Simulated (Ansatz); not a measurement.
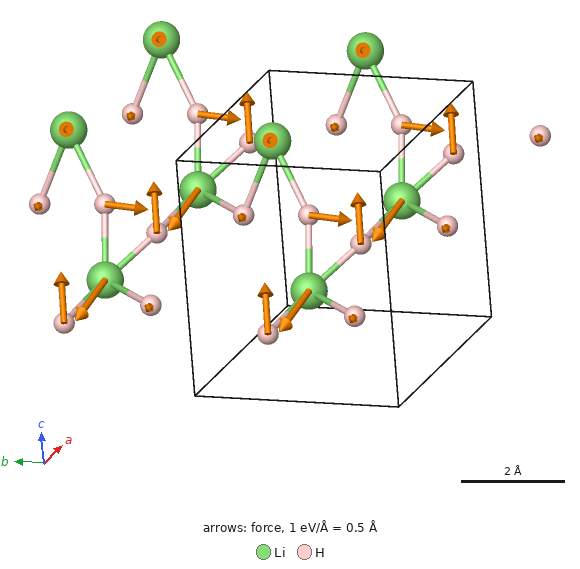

Starting geometry of a crystal of Li2H3 (built on the random type) (coarse preliminary run) with the computed forces as orange arrows. The picture is a ball-and-stick view of the cell of the calculation, repeated 2 × 2 × 1 with one cell outlined, seen from a free direction.

Case: random cell without symmetry.

Level of theory: DFT PBE, scalar-relativistic, plane waves, PAW in Ansatz 0.2.0. Set-up: plane-wave cutoff 420 eV; k-point mesh 6 × 4 × 4; occupations gaussian; smearing width 0.1 eV; no spin polarisation; cell and atoms relaxed; force threshold 0.04 eV/Å; at most 70 steps.

Is this structure relaxed? If not, where do the atoms go?

Answer. It isn't relaxed: the largest force vector, on a Li atom, is 2.61 eV/Å. The final displacements follow the starting forces only in part (cosine between the two patterns 0.37). The largest move relative to the cell is that of an H atom, 0.70 Å along [1 −2 0]. Largest moves by element: H 0.70 Å, Li 0.69 Å. The volume changes by −22.8 %, with a 3.254 → 3.501 Å (+7.6 %), b 4.215 → 5.211 Å (+23.6 %), c 4.654 → 3.503 Å (−24.7 %), α 85.3° → 108.7°, β 65.8° → 61.3°, γ 107.3° → 131.9°. Near-neighbour distances that change, for instance: H–Li 3.290 → 2.054 Å, H–Li 3.241 → 2.045 Å, H–Li 3.033 → 2.026 Å, H–Li 2.510 → 1.789 Å. New bonds form: H–Li (2.51 → 1.79 Å), H–Li (2.53 → 1.94 Å). Among the angles between lasting bonds that change: H–Li–H 126.4° → 174.3°. The space group stays P1 (No. 1). Over 18 accepted moves (22 points after the start) the energy falls by 544 meV per atom. Largest force component: 2.6 eV/Å at the start, 0.0092 eV/Å at the end. The pressure goes from 2.95 to 0.07 GPa. The line search rejected the trial steps at points 15, 18 of the run. At 2 points the geometry stayed and the basis and grid were re-selected for the new cell (energy shift of 5.3 meV per atom at most each time). Cost: 82 s on 1 thread of Arm Neoverse V1, with other jobs on the host, peak memory 0.33 GiB.

Limits of the set-up: the k-point mesh is coarse for a cell with partly filled bands.
